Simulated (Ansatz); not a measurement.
**Geometry relaxation of BAs**

The run: geometry relaxation of BAs (F-43m, 2 atoms in the cell). Method and program: DFT PBE, scalar-relativistic, plane waves, PAW, no spin polarisation (Ansatz 0.2.0).

The structure derives from an entry of the Crystallography Open Database. Figures and captions count atoms from 1; the log counts them from 0 in places.

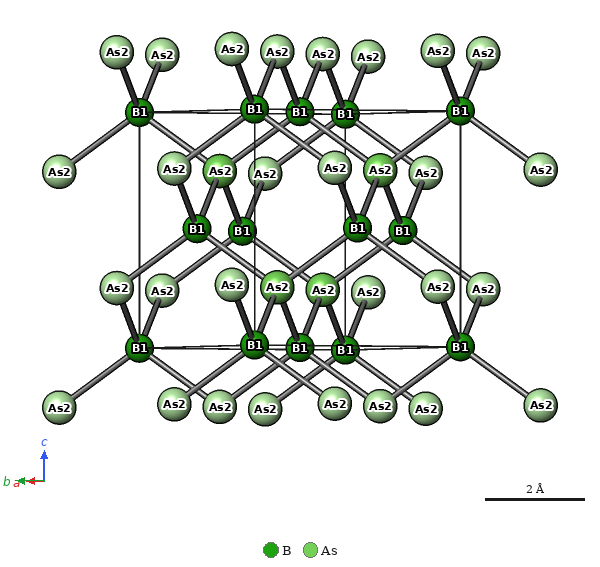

*The input geometry (ball-and-stick view of the cell 4 times as large as that of the calculation, set on its symmetry axes, seen at an oblique angle; neighbours outside the cell are drawn fainter; atoms are numbered from 1 in the order of the input).*

Near neighbours in the crystal (not all of them lie inside the picture): B has 4 As at 2.07 Å; As has 4 B at 2.07 Å.

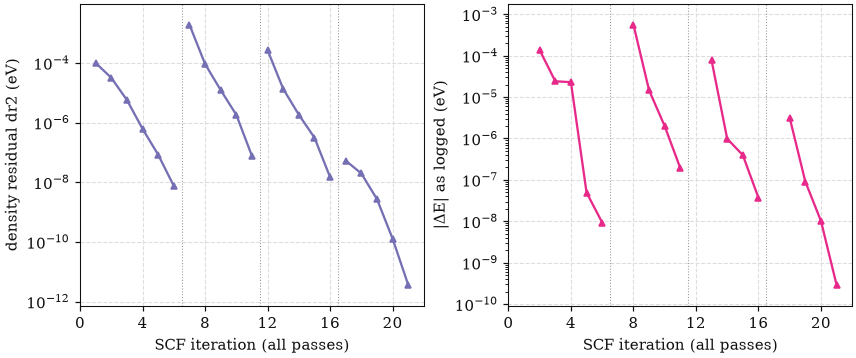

*Convergence of the self-consistent field: density residual dr2 and size of the energy change against the SCF iteration. The dotted lines part the SCF passes of the relaxation: geometry steps, rejected trials and re-solves on a re-selected basis.*

The passes take 6, 5, 5 and 5 iterations.

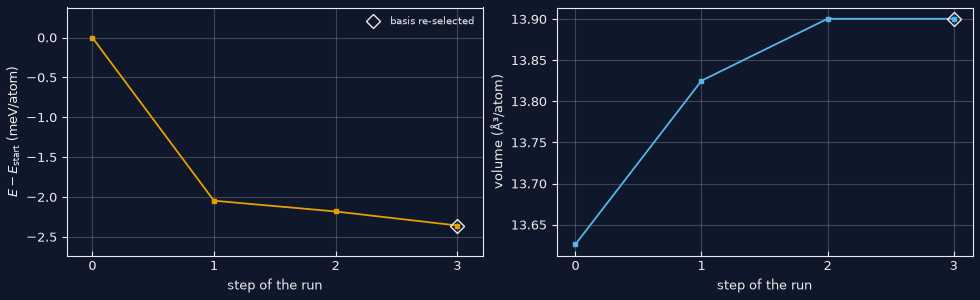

*Progress of the relaxation, step by step (the first geometry is step 0 here and step 1 in the log).*

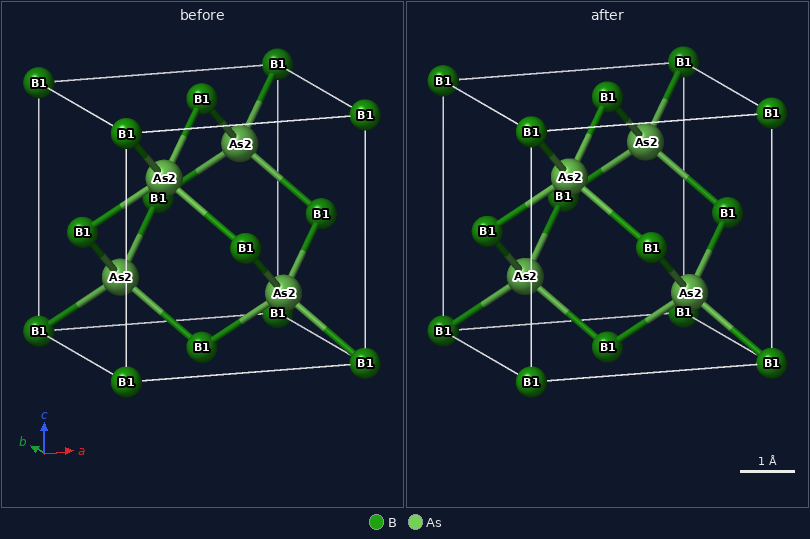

*Before (left) and after (right) the relaxation, at one scale (ball-and-stick view of the cell 4 times as large as that of the calculation, set on its symmetry axes, seen slightly off an axis).*

After 2 geometry steps the energy has fallen by 2.2 meV per atom. All forces vanish by symmetry, so only the cell relaxes. Pressure: 2.77 GPa at the start and 0.04 GPa at the end. No atom moves by more than 0.005 Å relative to the cell. The volume changes by +2.0 %, with a = b = c 4.777 → 4.809 Å (+0.7 %). Among the contacts that change: B1–As2 2.069 → 2.082 Å. The space group stays F-43m (No. 216). A last SCF at the same geometry on a re-selected plane-wave basis shifts the energy by −0.2 meV per atom. (Atoms are counted from 1 in the order of the input.)

The input that produced these results follows, with the program's output.

**Input file**
```yaml
crystal:
  lattice:
    - [0.0, 2.3885, 2.3885]
    - [2.3885, 0.0, 2.3885]
    - [2.3885, 2.3885, 0.0]
  atoms:
    - { symbol: B, position: [0.0, 0.0, 0.0] }
    - { symbol: As, position: [0.25, 0.25, 0.25] }
basis:
  ecutwfc: 420
kpoints:
  mp_grid: { grid: [10, 10, 10] }
hamiltonian:
  xc: pbe
scf:
  occupations: { method: gaussian, width: 0.02 }
output:
  forces: true
  stress: true
  eigenvalues: true
relax:
  adjacent_minimum: "off"
  f_tol: 0.005
  max_steps: 80
  cell: { stress_tol: 0.05 }
```

Command:
```bash
ansatz run input.yaml --threads 2 --pin off --max-ram 5120MiB --backend cpu --events-out ev --progress --plain --runs-dir out
```

**The program's output**
```
Engine: ansatz 0.2.0, x86_64-unknown-linux-gnu
Pseudopotentials: kind: paw
Pseudopotential: B, paw, valence charge 3, recommended cutoff 420 eV (normal), B.paw.azcp
Pseudopotential: As, paw, valence charge 15, recommended cutoff 420 eV (normal), As.paw.azcp
Functional definition: PBE
  parameter kappa = 0.804
  parameter beta = 0.06672455060314922
  exchange = pbe_x(kappa = kappa, mu = beta*pi^2/3)
  correlation = pbe_c(beta = beta)
Crystal: 2 atoms, lattice volume = 27.252 Å³
Basis set: ecut = 420 eV, 531 PW (Γ), exchange–correlation on 48×48×48 points (8 copies of the dense FFT grid, shifted against one another)
Bands: 13, of which v1, the nominal top of the filled ones, is band 9 counted from 1 (8 counted from 0)
Symmetry: 24 space group operations
Space group: F-43m (ITA 216), of the structure as read, at distance tolerance 3.0e-5 Å
k-points: 47 of 1000 (time reversal used)
Non-local potential: B, projectors of the file, l = 0: 2, l = 1: 2, l = 2: 1
Non-local potential: As, projectors of the file, l = 0: 2, l = 1: 2, l = 2: 3, l = 3: 1
PAW form: soft (Blöchl's): semilocal exchange-correlation on the pseudo side does not see the compensation charge
PAW one-centre angular grid: B, 110 points (default); XC on 64 Gauss nodes
PAW one-centre angular grid: As, 590 points (default); XC on 64 Gauss nodes
Initial density: superposition of atomic densities (neutral atoms: chi_scale 0, normalization atom), corrected by the library's trained network
Initial wavefunctions: pseudopotential atomic-orbital guess
Functional: x = pbe(κ = 0.804, μ = 0.2195149727645171), c = pbe(β = 0.06672455060314922)
SCF iter   1: F=—  HF=-5012.100099 eV  |F-HF|=—  |Δ(HF+E_count)|=         —  Δρ=7.94e-4  dr2=9.93e-5  ethr=1.77e-3  ⟨swp⟩=6.0  Hψ=3363  notcnv=0
preconditioner: auto → none  [insulator: Δε(μ)=1.185 eV  Ē_g=12.413 eV  σ=0.020 eV  W_gap=1.00  n_scr=8 (ndim 8)  ℏωp=20.1 eV  f_vac=0.001  D(μ)=0.00/eV (n_scr^D=0)  ε∞_Penn≈3.6]
SCF iter   2: F=—  HF=-5012.100235 eV  |F-HF|=—  |Δ(HF+E_count)|=   1.36e-4  Δρ=4.47e-4  dr2=3.15e-5  ethr=5.51e-7  ⟨swp⟩=2.9  Hψ=1611  notcnv=0
SCF iter   3: F=—  HF=-5012.100260 eV  |F-HF|=—  |Δ(HF+E_count)|=   2.41e-5  Δρ=2.47e-4  dr2=5.70e-6  ethr=1.75e-7  ⟨swp⟩=2.2  Hψ=980  notcnv=0
SCF iter   4: F=—  HF=-5012.100282 eV  |F-HF|=—  |Δ(HF+E_count)|=   2.29e-5  Δρ=4.70e-5  dr2=6.16e-7  ethr=3.17e-8  ⟨swp⟩=2.8  Hψ=1034  notcnv=0
iter 5 did not close the SCF: its close was put off for the readings that it lacked (scf_convergence_deferred on its scf_iter line)
SCF iter   5: F=-5012.100282 eV  HF=-5012.100282 eV  |F-HF|=5.48e-8  |Δ(HF+E_count)|=   4.95e-8  Δρ=1.85e-5  dr2=8.31e-8  ethr=3.42e-9  ⟨swp⟩=2.0  Hψ=1016  notcnv=0
SCF iter   6: F=-5012.100282 eV  HF=-5012.100282 eV  |F-HF|=1.04e-8  |Δ(HF+E_count)|=   9.33e-9  Δρ=6.14e-6  dr2=7.48e-9  ethr=4.62e-10  ⟨swp⟩=2.4  Hψ=2014  notcnv=0
SCF 1 converged in 6 iterations: F = -5012.100282 eV  dr2 = 7.48e-9
  greatest PAW one-centre occupation: 0.999 electrons in one spin orbital (limit 2), on the As atom at site 1 (counted from 0), in its partial waves of l = 2
relax step   1: F+E_penalty+E_count = -5012.10028247 eV  Δ(F+E_penalty+E_count) = +0.000e0 eV  max|allowed force component| = 2.591e-16 eV/Å  Δτ_max = 0.0000 Å  P = +2.769 GPa  Ω = 27.252 Å³  (6 SCF iters, dr2 threshold 1.00e-7 eV, accepted)
Crystal: 2 atoms, lattice volume = 27.650 Å³
Basis set: ecut = 420 eV, 537 PW (Γ), exchange–correlation on 48×48×48 points (8 copies of the dense FFT grid, shifted against one another)
Initial density: handed on by an earlier stage of this run
Initial wavefunctions: those handed on with the density
iter 1 solved again at ethr=1.07e-5 eV; its pass at ethr=3.10e-3 eV (dr2=1.93e-3 eV) is discarded
SCF iter   1: F=—  HF=-5012.104949 eV  |F-HF|=—  |Δ(HF+E_count)|=         —  Δρ=2.17e-3  dr2=1.92e-3  ethr=1.07e-5  ⟨swp⟩=1.1  Hψ=3719  notcnv=0
preconditioner: auto → none  [insulator: Δε(μ)=1.187 eV  Ē_g=12.299 eV  σ=0.020 eV  W_gap=1.00  n_scr=8 (ndim 8)  ℏωp=20.0 eV  f_vac=0.002  D(μ)=0.00/eV (n_scr^D=0)  ε∞_Penn≈3.6]
SCF iter   2: F=—  HF=-5012.104386 eV  |F-HF|=—  |Δ(HF+E_count)|=   5.63e-4  Δρ=5.15e-4  dr2=9.17e-5  ethr=1.07e-5  ⟨swp⟩=2.0  Hψ=947  notcnv=0
SCF iter   3: F=—  HF=-5012.104372 eV  |F-HF|=—  |Δ(HF+E_count)|=   1.47e-5  Δρ=1.97e-4  dr2=1.22e-5  ethr=5.10e-7  ⟨swp⟩=2.4  Hψ=905  notcnv=0
SCF iter   4: F=—  HF=-5012.104374 eV  |F-HF|=—  |Δ(HF+E_count)|=   1.99e-6  Δρ=7.20e-5  dr2=1.81e-6  ethr=6.78e-8  ⟨swp⟩=2.0  Hψ=1033  notcnv=0
SCF iter   5: F=-5012.104374 eV  HF=-5012.104374 eV  |F-HF|=5.67e-8  |Δ(HF+E_count)|=   1.92e-7  Δρ=1.71e-5  dr2=7.58e-8  ethr=1.11e-9  ⟨swp⟩=2.1  Hψ=2262  notcnv=0
SCF 2 converged in 5 iterations: F = -5012.104374 eV  dr2 = 7.58e-8
relax step   2: F+E_penalty+E_count = -5012.10437399 eV  Δ(F+E_penalty+E_count) = -4.092e-3 eV  max|allowed force component| = 9.483e-17 eV/Å  Δτ_max = 0.0000 Å  P = +0.750 GPa  Ω = 27.650 Å³  energy of the carried Pulay correction = -2.452e-4 eV  (5 SCF iters, dr2 threshold 2.00e-7 eV, accepted)
Crystal: 2 atoms, lattice volume = 27.801 Å³
iter 1 solved again at ethr=1.50e-6 eV; its pass at ethr=3.10e-3 eV (dr2=2.70e-4 eV) is discarded
SCF iter   1: F=—  HF=-5012.104720 eV  |F-HF|=—  |Δ(HF+E_count)|=         —  Δρ=8.07e-4  dr2=2.68e-4  ethr=1.50e-6  ⟨swp⟩=1.2  Hψ=3566  notcnv=0
preconditioner: auto → none  [insulator: Δε(μ)=1.200 eV  Ē_g=12.256 eV  σ=0.020 eV  W_gap=1.00  n_scr=8 (ndim 8)  ℏωp=19.9 eV  f_vac=0.002  D(μ)=0.00/eV (n_scr^D=0)  ε∞_Penn≈3.6]
SCF iter   2: F=—  HF=-5012.104643 eV  |F-HF|=—  |Δ(HF+E_count)|=   7.71e-5  Δρ=1.96e-4  dr2=1.34e-5  ethr=1.49e-6  ⟨swp⟩=2.0  Hψ=754  notcnv=0
SCF iter   3: F=—  HF=-5012.104644 eV  |F-HF|=—  |Δ(HF+E_count)|=   9.86e-7  Δρ=7.63e-5  dr2=1.83e-6  ethr=7.44e-8  ⟨swp⟩=2.4  Hψ=896  notcnv=0
SCF iter   4: F=—  HF=-5012.104644 eV  |F-HF|=—  |Δ(HF+E_count)|=   3.97e-7  Δρ=2.96e-5  dr2=3.12e-7  ethr=1.02e-8  ⟨swp⟩=2.2  Hψ=1044  notcnv=0
SCF iter   5: F=-5012.104644 eV  HF=-5012.104644 eV  |F-HF|=9.74e-9  |Δ(HF+E_count)|=   3.72e-8  Δρ=7.29e-6  dr2=1.48e-8  ethr=1.11e-9  ⟨swp⟩=4.6  Hψ=2394  notcnv=0
SCF 3 converged in 5 iterations: F = -5012.104644 eV  dr2 = 1.48e-8
relax step   3: F+E_penalty+E_count = -5012.10464396 eV  Δ(F+E_penalty+E_count) = -2.700e-4 eV  max|allowed force component| = 5.753e-17 eV/Å  Δτ_max = 0.0000 Å  P = +0.023 GPa  Ω = 27.801 Å³  energy of the carried Pulay correction = -3.372e-4 eV  (5 SCF iters, dr2 threshold 2.00e-7 eV, accepted)
Initial wavefunctions: pseudopotential atomic-orbital guess (no wavefunctions were taken with the density)
iter 1 solved again at ethr=6.21e-8 eV; its pass at ethr=3.10e-3 eV (dr2=1.12e-5 eV) is discarded
SCF iter   1: F=—  HF=-5012.104993 eV  |F-HF|=—  |Δ(HF+E_count)|=         —  Δρ=3.52e-5  dr2=5.28e-8  ethr=6.21e-8  ⟨swp⟩=3.0  Hψ=4965  notcnv=0
preconditioner: auto → none  [insulator: Δε(μ)=1.204 eV  Ē_g=12.255 eV  σ=0.020 eV  W_gap=1.00  n_scr=8 (ndim 8)  ℏωp=19.9 eV  f_vac=0.001  D(μ)=0.00/eV (n_scr^D=0)  ε∞_Penn≈3.6]
SCF iter   2: F=—  HF=-5012.104996 eV  |F-HF|=—  |Δ(HF+E_count)|=   3.15e-6  Δρ=1.88e-5  dr2=1.96e-8  ethr=2.93e-10  ⟨swp⟩=2.0  Hψ=1034  notcnv=0
SCF iter   3: F=—  HF=-5012.104996 eV  |F-HF|=—  |Δ(HF+E_count)|=   9.11e-8  Δρ=6.18e-6  dr2=2.71e-9  ethr=1.09e-10  ⟨swp⟩=2.0  Hψ=796  notcnv=0
SCF iter   4: F=—  HF=-5012.104996 eV  |F-HF|=—  |Δ(HF+E_count)|=   1.02e-8  Δρ=1.07e-6  dr2=1.28e-10  ethr=1.50e-11  ⟨swp⟩=3.0  Hψ=1034  notcnv=0
SCF iter   5: F=-5012.104996 eV  HF=-5012.104996 eV  |F-HF|=4.55e-12  |Δ(HF+E_count)|=  2.92e-10  Δρ=1.47e-7  dr2=3.62e-12  ethr=1.00e-12  ⟨swp⟩=5.2  Hψ=2260  notcnv=0
SCF 4 converged in 5 iterations: F = -5012.104996 eV  dr2 = 3.62e-12
relax step   4: F+E_penalty+E_count = -5012.10499585 eV  Δ(F+E_penalty+E_count) = -3.519e-4 eV  max|allowed force component| = 5.320e-17 eV/Å  Δτ_max = 0.0000 Å  P = +0.038 GPa  Ω = 27.801 Å³  stress off target by 3.84e-2 GPa  SCF on the basis re-selected at this cell (its energy is not comparable with the rows above)  (5 SCF iters)
basis re-selected at this cell: Δ(F+E_penalty+E_count) = -3.519e-4 eV, ΔP = +0.015 GPa vs the last step (what re-selecting the basis moved, of the pressure what is left beyond the Pulay correction that the steps carried, after the strain that the cell walked since its last selection, with what the two solves' SCF thresholds leave and, on support functions, any second-order correction that the steps lacked; it is no measure of the basis error at this ecutwfc). This SCF's stress stands 3.84e-2 GPa from its target on what of the cell is left free (relax.cell.stress_tol is 5.00e-2 GPa) and its largest allowed force component is 5.32e-17 eV/Å (relax.f_tol is 5.00e-3 eV/Å): within both
SCF converged after 5 iterations
Free energy (F): -5012.104996 eV
Harris-Foulkes:  -5012.104996 eV  (|F-HF|=4.55e-12)
Internal energy: -5012.104996 eV  (E = F + TS)
E sigma→0 (E₀):  -5012.104996 eV
Fermi energy:    11.412359 eV
--- Per-component energies (eV) ---
  E_band       = -215.046186
  E_kinetic    = 151.210373
  E_local      = -1711.360239  (includes V_loc(G=0)·N_el)
  E_nonlocal   = -657.826942
  E_hartree    = 946.619088
  E_xc         = -111.112687
  E_vxc        = -117.242221  (∫ρ·V_xc dr)
  E_paw        = -1915.279897  (= ΣΔE_a)
  E_vpaw       = 226.934596  (= ΣTr[D̂ρ^β])
  E_aug_tail   = 0.000006  (compensation charges beyond the density's cutoff)
  E_ewald      = -1714.354698
  E_smearing   = -0.000000  (= −TS)
  E_closure    = 0.000000  (closes the sum)
  Σ components = -5012.104996   (vs F -5012.104996, Δ=0.00e0)
--- Forces (eV/Å), atoms counted from 1 ---
  atom   1  B      0.00000000     0.00000000    -0.00000000
  atom   2  As    -0.00000000    -0.00000000    -0.00000000
  max |Σ_I F_I| component: 1.16e-16 eV/Å
--- Stress (GPa, compression-positive) ---
        0.038357      -0.000000      -0.000000
       -0.000000       0.038357       0.000000
       -0.000000       0.000000       0.038357
  P = ⅓ Tr σ = 0.0384 GPa (0.384 kbar)
--- Band table (eV; the first three rows and the last of 47) ---
  k-point 0: bands = ["-24.9744", "-24.9744", "-24.9744", "-24.9538", "-24.9538", "-4.4128", "10.8104", "10.8104", "10.8104", "14.0667", "14.0667", "14.0667", "15.2325"]
  k-point 1: bands = ["-24.9741", "-24.9737", "-24.9737", "-24.9537", "-24.9537", "-4.2516", "9.4270", "10.5163", "10.5163", "14.1669", "14.4556", "14.4556", "16.1574"]
  k-point 2: bands = ["-24.9734", "-24.9720", "-24.9720", "-24.9535", "-24.9535", "-3.7764", "7.0962", "9.9536", "9.9536", "13.9196", "15.1634", "15.1634", "17.8301"]
  k-point 46: bands = ["-24.9730", "-24.9661", "-24.9600", "-24.9566", "-24.9505", "-0.1997", "2.7939", "5.5748", "5.8259", "15.3332", "15.6189", "18.5236", "18.6597"]
--- Relaxed structure (3 steps of the walk, 3 accepted, 1 SCFs on fresh bases) ---
  F+E_penalty+E_count = -5012.10499585 eV   max|allowed force component| = 5.320e-17 eV/Å   (the final SCF, on the basis selected at the relaxed cell)
  cell:  # Å, volume = 27.8007 Å³
    - [-3.6463756110409064e-34, 2.404411168133413, 2.404411168133413]
    - [2.404411168133413, 4.254635647467817e-33, 2.404411168133413]
    - [2.404411168133413, 2.404411168133413, 2.284955896001616e-33]
  atoms:
    - { symbol: B, position: [-5.421890795117847e-34, 5.724266231226372e-34, 5.02686038596565e-34] }
    - { symbol: As, position: [0.25, 0.25, 0.25] }
```

**Trajectory as extended XYZ (Å, eV, eV/Å), 4 frames, from step=1 to step=4**
```
2
Lattice="0.0000 2.3885 2.3885 2.3885 0.0000 2.3885 2.3885 2.3885 0.0000" Properties=species:S:1:pos:R:3:forces:R:3 step=1 energy=-5012.10028 pressure_GPa=2.77
B     0.0000    0.0000    0.0000    0.0000   0.0000   0.0000
As    1.1943    1.1943    1.1943    0.0000   0.0000   0.0000
2
Lattice="0.0000 2.4001 2.4001 2.4001 0.0000 2.4001 2.4001 2.4001 0.0000" Properties=species:S:1:pos:R:3:forces:R:3 step=2 energy=-5012.10437 pressure_GPa=0.75
B     0.0000    0.0000    0.0000    0.0000   0.0000   0.0000
As    1.2000    1.2000    1.2000    0.0000   0.0000   0.0000
2
Lattice="0.0000 2.4044 2.4044 2.4044 0.0000 2.4044 2.4044 2.4044 0.0000" Properties=species:S:1:pos:R:3:forces:R:3 step=3 energy=-5012.10464 pressure_GPa=0.02
B     0.0000    0.0000    0.0000    0.0000   0.0000   0.0000
As    1.2022    1.2022    1.2022    0.0000   0.0000   0.0000
2
Lattice="0.0000 2.4044 2.4044 2.4044 0.0000 2.4044 2.4044 2.4044 0.0000" Properties=species:S:1:pos:R:3:forces:R:3 step=4 energy=-5012.10500 pressure_GPa=0.04
B     0.0000    0.0000    0.0000    0.0000   0.0000   0.0000
As    1.2022    1.2022    1.2022    0.0000   0.0000   0.0000
```

**Results in brief**

- outcome: converged
- space group (tolerance 0.01 Å): F-43m (216)
- electrons treated: 18
- free energy: −5012.1050 eV
- Fermi energy: 11.412 eV
- gap on the k-point mesh: 1.20 eV
- pressure: 0.04 GPa
- final volume: 27.80 Å³
- largest force (length of the vector) at the end: under 0.001 eV/Å
- final cell: a = 3.400 Å, b = 3.400 Å, c = 3.400 Å, α = 60.00°, β = 60.00°, γ = 60.00°
- hardware: 2 threads of Intel Xeon (Emerald Rapids), 32 GiB of memory available, shared host
- wall time: 2.9 s (CPU time 5.4 s)
- peak memory: 0.37 GiB
